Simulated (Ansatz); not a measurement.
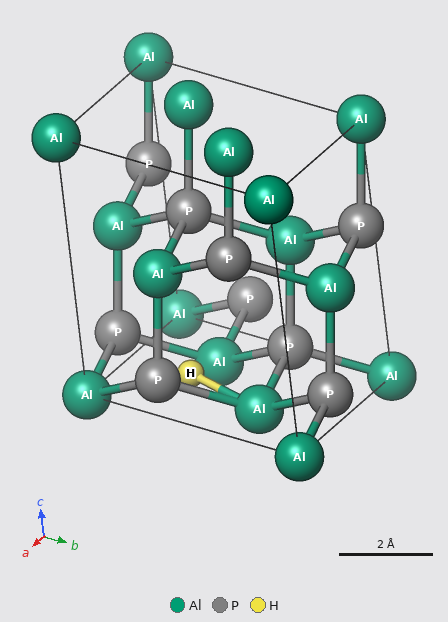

**Figure 1.** The input geometry (ball-and-stick view of the cell of the calculation, seen slightly off an axis).

Single-point calculation of Al₆P₆H (charge +1)

- system: Al₆P₆H (defect cell, 13 atoms in the cell, total charge +1)
- method: DFT PBE, scalar-relativistic, plane waves, PAW, PAW set soft_1, no spin polarisation (Ansatz 0.2.0)

The structure derives from an entry of the Crystallography Open Database. Figures and captions count atoms from 1; the log counts them from 0 in places.

What the program printed:
```
Engine: ansatz 0.2.0, aarch64-unknown-linux-gnu
Pseudopotentials: kind: paw
Pseudopotential: Al, paw, valence charge 3, recommended cutoff 420 eV (normal), [file]
Pseudopotential: P, paw, valence charge 5, recommended cutoff 420 eV (normal), [file]
Pseudopotential: H, paw, valence charge 1, recommended cutoff 420 eV (normal), [file]
Functional definition: PBE
  parameter kappa = 0.804
  parameter beta = 0.06672455060314922
  exchange = pbe_x(kappa = kappa, mu = beta*pi^2/3)
  correlation = pbe_c(beta = beta)
Crystal: 13 atoms, lattice volume = 250.451 Å³
Basis set: ecut = 420 eV, 4925 PW (Γ), exchange–correlation on 96×96×96 points (8 copies of the dense FFT grid, shifted against one another)
Bands: 37, of which v1, the nominal top of the filled ones, is band 24 counted from 1 (23 counted from 0)
Symmetry: 1 space group operations
Space group: P1 (ITA 1), of the structure as read, at distance tolerance 6.3e-5 Å
k-points: 36 of 64 (time reversal used)
Non-local potential: Al, projectors of the file, l = 0: 2, l = 1: 2, l = 2: 1
Non-local potential: P, projectors of the file, l = 0: 2, l = 1: 2, l = 2: 1
Non-local potential: H, projectors of the file, l = 0: 2, l = 1: 1
PAW form: soft (Blöchl's): semilocal exchange-correlation on the pseudo side does not see the compensation charge
PAW one-centre angular grid: Al, 110 points (default); XC on 64 Gauss nodes
PAW one-centre angular grid: P, 110 points (default); XC on 64 Gauss nodes
PAW one-centre angular grid: H, 110 points (default); XC on 64 Gauss nodes
Initial density: superposition of atomic densities (chi_scale 0.1, normalization cell, long waves kept (reshape's long-wave potential 0.01 eV rms))
Initial wavefunctions: pseudopotential atomic-orbital guess
Functional: x = pbe(κ = 0.804, μ = 0.2195149727645171), c = pbe(β = 0.06672455060314922)
SCF iter   1: F=—  HF=-7787.912483 eV  |F-HF|=—  |Δ(HF+E_count)|=         —  Δρ=4.59e-2  dr2=7.71e0  ethr=3.10e-3  ⟨swp⟩=8.4  Hψ=8068  notcnv=0  defer=62
preconditioner: auto → Resta (q_TF=auto, 2.072 Å⁻¹)  ε∞=4.5  [insulator: Δε(μ)=0.885 eV  Ē_g=8.676 eV  σ=0.050 eV  W_gap=1.00  n_scr=38 (ndim 8)  ℏωp=16.3 eV  f_vac=0.000  D(μ)=0.00/eV (n_scr^D=0)  ε∞_Penn≈4.5]
SCF iter   2: F=—  HF=-7786.212228 eV  |F-HF|=—  |Δ(HF+E_count)|=    1.70e0  Δρ=2.36e-2  dr2=1.67e0  ethr=3.10e-3  ⟨swp⟩=2.8  Hψ=2706  notcnv=0  defer=220
SCF iter   3: F=—  HF=-7785.878712 eV  |F-HF|=—  |Δ(HF+E_count)|=   3.34e-1  Δρ=4.90e-3  dr2=6.64e-2  ethr=3.10e-3  ⟨swp⟩=2.9  Hψ=2172  notcnv=0  defer=220
SCF iter   4: F=—  HF=-7785.892603 eV  |F-HF|=—  |Δ(HF+E_count)|=   1.39e-2  Δρ=9.36e-4  dr2=3.44e-3  ethr=1.38e-4  ⟨swp⟩=3.3  Hψ=2677  notcnv=0  defer=222
SCF iter   5: F=—  HF=-7785.895629 eV  |F-HF|=—  |Δ(HF+E_count)|=   3.03e-3  Δρ=3.94e-4  dr2=7.25e-4  ethr=7.17e-6  ⟨swp⟩=2.0  Hψ=1802  notcnv=0  defer=222
SCF iter   6: F=—  HF=-7785.896036 eV  |F-HF|=—  |Δ(HF+E_count)|=   4.07e-4  Δρ=1.27e-4  dr2=8.77e-5  ethr=1.51e-6  ⟨swp⟩=2.0  Hψ=1756  notcnv=0  defer=222
SCF iter   7: F=—  HF=-7785.895952 eV  |F-HF|=—  |Δ(HF+E_count)|=   8.44e-5  Δρ=2.66e-5  dr2=2.38e-6  ethr=1.83e-7  ⟨swp⟩=2.3  Hψ=1866  notcnv=0  defer=222
SCF iter   8: F=—  HF=-7785.895953 eV  |F-HF|=—  |Δ(HF+E_count)|=   1.41e-6  Δρ=5.74e-6  dr2=1.40e-7  ethr=4.95e-9  ⟨swp⟩=2.1  Hψ=1888  notcnv=0  defer=222
SCF iter   9: F=-7785.895953 eV  HF=-7785.895953 eV  |F-HF|=1.30e-8  |Δ(HF+E_count)|=   1.51e-7  Δρ=1.70e-6  dr2=1.57e-8  ethr=2.08e-10  ⟨swp⟩=22.5  Hψ=13160  notcnv=0
SCF 1 converged in 9 iterations: F = -7785.895953 eV  dr2 = 1.57e-8
  greatest PAW one-centre occupation: 0.780 electrons in one spin orbital (limit 2), on the P atom at site 9 (counted from 0), in its partial waves of l = 0
```

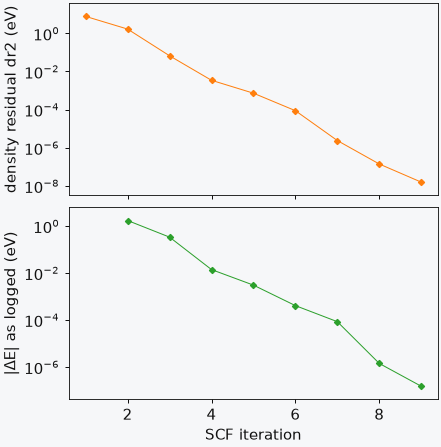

**Figure 2.** Convergence of the self-consistent field: density residual dr2 and size of the energy change against the SCF iteration. The residual falls at every step.

```
SCF converged after 9 iterations
Free energy (F): -7785.895953 eV
Harris-Foulkes:  -7785.895953 eV  (|F-HF|=1.30e-8)
Internal energy: -7785.893259 eV  (E = F + TS)
E sigma→0 (E₀):  -7785.894606 eV
Entropy (-TS):   -0.002694 eV (-0.207 meV/atom)
Fermi energy:    4.939332 eV
--- Per-component energies (eV) ---
  E_band       = 17.621234
  E_kinetic    = 547.988357
  E_local      = -476.715716  (includes V_loc(G=0)·N_el)
  E_nonlocal   = 252.581466
  E_hartree    = 150.094575
  E_xc         = -662.328671
  E_vxc        = -539.261077  (∫ρ·V_xc dr)
  E_paw        = -6165.611283  (= ΣΔE_a)
  E_vpaw       = -67.160343  (= ΣTr[D̂ρ^β])
  E_aug_tail   = -0.000689  (compensation charges beyond the density's cutoff)
  E_ewald      = -1431.901299
  E_smearing   = -0.002694  (= −TS)
  E_closure    = 0.000000  (closes the sum)
  E_deformation_potential = 11.919209  (in the stress; not in F)
  Σ components = -7785.895953   (vs F -7785.895953, Δ=0.00e0)
--- Forces (eV/Å), atoms counted from 1 ---
  atom   1  Al    -0.31237634     0.18454639    -0.30159926
  atom   2  Al     0.34496204    -0.16715793     0.67883903
  atom   3  Al    -0.23786669     0.24906775    -0.16980878
  atom   4  Al     0.49378434    -0.48020914     0.26237466
  atom   5  Al     0.27915535    -0.61005845     0.56042253
  atom   6  Al    -0.23539369     0.39491437    -0.37911006
  atom   7  P      0.03517459    -0.03297433     0.09737083
  atom   8  P     -0.13431942     0.22814514    -0.05777941
  atom   9  P      0.00953499     0.00362254     0.02072869
  atom  10  P      0.55661815     0.39520517    -0.55267295
  atom  11  P     -0.16285385    -0.19192378    -0.40553384
  atom  12  P      0.05085336    -0.09382585     0.02264331
  atom  13  H     -0.68728738     0.12066313     0.22410877
  max |Σ_I F_I| component: 1.65e-5 eV/Å
--- Stress (GPa, compression-positive) ---
        1.245950      -0.394542       0.281395
       -0.394543       1.868152      -0.140902
        0.281400      -0.140906       2.329570
  P = ⅓ Tr σ = 1.8146 GPa (18.146 kbar)
--- Band table (eV; the first three rows and the last of 36) ---
  k-point 0: bands = ["-6.7467", "-5.0054", "-4.8160", "-4.6608", "-4.1397", "-4.1231", "-1.1098", "-0.4463", "-0.2734", "-0.0487", "0.2374", "0.3587", "1.3676", "1.9114", "1.9812", "2.8999", "2.9942", "3.3320", "3.4728", "3.9102", "3.9622", "4.7963", "4.9367", "4.9492", "6.1865", "7.5632", "7.7937", "7.9664", "8.3471", "8.8854", "8.9521", "9.1042", "9.2650", "9.4874", "9.7811", "9.8074", "9.8223"]
  k-point 1: bands = ["-6.6224", "-5.2540", "-4.8554", "-4.6692", "-4.1396", "-4.1257", "-1.0130", "-0.2771", "-0.1623", "0.1784", "0.2355", "0.4107", "1.3981", "1.8890", "1.9394", "2.9752", "3.0728", "3.2610", "3.4115", "3.6486", "3.9545", "4.0121", "4.8324", "4.8390", "6.2294", "7.6918", "7.9107", "8.1029", "8.5639", "8.6644", "8.8578", "9.2664", "9.4221", "9.8793", "10.0085", "10.0173", "10.1970"]
  k-point 2: bands = ["-6.4404", "-5.5733", "-4.8640", "-4.6715", "-4.1395", "-4.1283", "-0.9440", "-0.2765", "-0.2212", "0.2354", "0.3801", "1.4286", "1.5990", "1.8822", "1.8918", "1.8972", "3.0482", "3.2091", "3.2385", "3.2914", "4.0080", "4.0754", "4.7190", "4.7227", "6.2415", "7.8954", "8.1707", "8.2087", "8.2822", "8.3727", "8.6703", "9.4478", "9.5917", "10.2679", "10.2751", "10.6716", "10.7196"]
  k-point 35: bands = ["-5.9824", "-5.6120", "-5.0633", "-4.7722", "-4.7350", "-4.1629", "-1.3434", "-0.2144", "0.1785", "0.4567", "1.0236", "1.3168", "1.9972", "2.2063", "2.5544", "2.7148", "2.9511", "3.1132", "3.6627", "3.7004", "3.7135", "3.7434", "4.1217", "4.1445", "5.1242", "6.8950", "7.6188", "7.7418", "8.2491", "8.3937", "8.6385", "9.0576", "9.4460", "9.5609", "9.7001", "9.7480", "9.7928"]
```

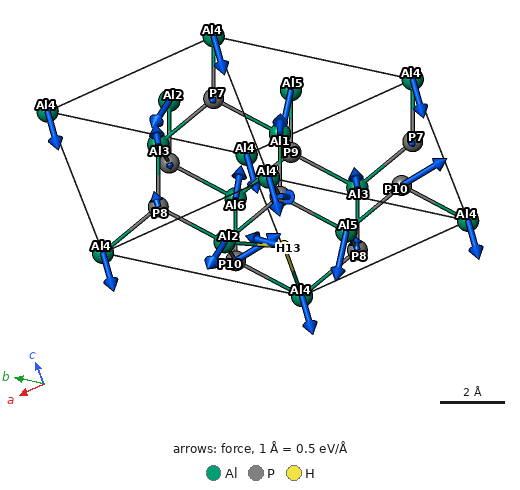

**Figure 3.** Forces on the atoms as blue arrows (ball-and-stick view of the cell of the calculation, seen at an oblique angle; atoms are numbered from 1 in the order of the input); the smallest are left out. The largest act on P10 (0.88 eV/Å); Al5 (0.87 eV/Å); Al2 (0.78 eV/Å); Al4 (0.74 eV/Å), among others. The geometry is not a stationary point of this energy.

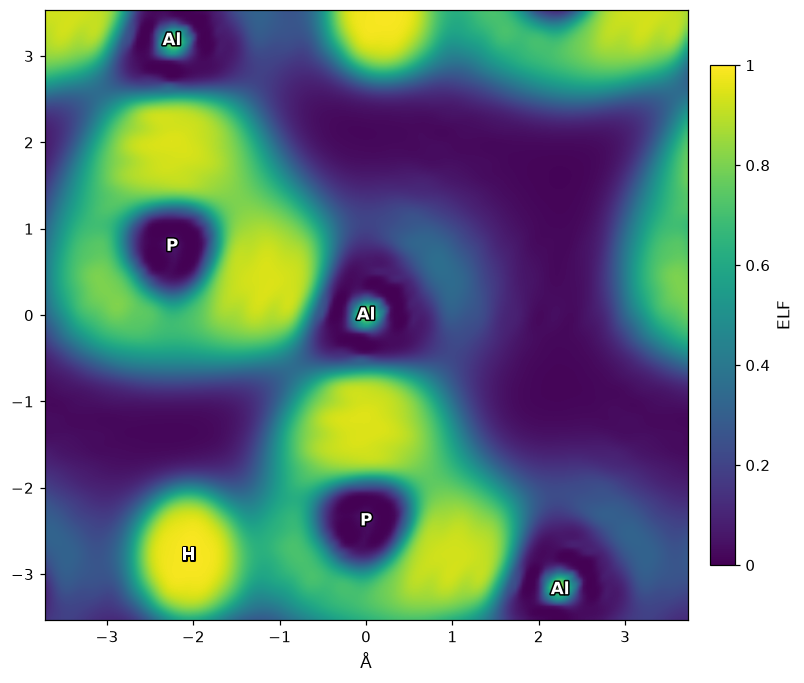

**Figure 4.** ELF on the (010) plane of the calculation cell. Atoms in the plane: Al, P and H. The fields are those of the smooth PAW valence density.

This output came from the following input.

Input:
```yaml
crystal:
  lattice:
    - [-5.5065207324, -2.7532603662, 2.7532603662]
    - [-2.7532603662, 2.7532603662, 5.5065207324]
    - [-5.5065207324, 2.7532603662, -2.7532603662]
  atoms:
    - { symbol: Al, position: [0.1666666667, 0.6666666667, 0.5] }
    - { symbol: Al, position: [0.6666666667, 0.6666666667, 0.0] }
    - { symbol: Al, position: [0.5, 0.0, 0.5] }
    - { symbol: Al, position: [0.0, 0.0, 0.0] }
    - { symbol: Al, position: [0.3333333333, 0.3333333333, 0.0] }
    - { symbol: Al, position: [0.8333333333, 0.3333333333, 0.5] }
    - { symbol: P, position: [0.125, 1.0, 0.625] }
    - { symbol: P, position: [0.625, 1.0, 0.125] }
    - { symbol: P, position: [0.4583333333, 0.3333333333, 0.625] }
    - { symbol: P, position: [0.9583333333, 0.3333333333, 0.125] }
    - { symbol: P, position: [0.2916666667, 0.6666666667, 0.125] }
    - { symbol: P, position: [0.7916666667, 0.6666666667, 0.625] }
    - { symbol: H, position: [0.6643759141, 0.3518243522, 0.0625103124] }
total_charge: 1
basis:
  ecutwfc: 420
kpoints:
  mp_grid: { grid: [4, 4, 4] }
hamiltonian:
  xc: pbe
  pseudopotentials: { kind: paw, azcp: { folder: soft_1 } }
scf:
  occupations: { method: gaussian, width: 0.05 }
output:
  forces: true
  stress: true
  eigenvalues: true
  write_density: true
  write_potential: true
  elf: true
  volumetric_format: npy
```

Run as:
```bash
ansatz run input.yaml --threads 4 --pin off --max-ram 8192MiB --backend cpu --events-out ev --progress --plain --runs-dir out
```

Results in brief:

```tsv
quantity	value
outcome	converged
electrons treated	48
free energy	−7785.8960 eV
Fermi energy	4.939 eV
gap on the k-point mesh	none (metallic)
pressure	1.81 GPa
largest force (length of the vector)	0.878 eV/Å
hardware	4 threads of Arm Neoverse N1, 98 GiB of memory available, shared host
wall time	18 s (CPU time 68 s)
peak memory	0.66 GiB
```
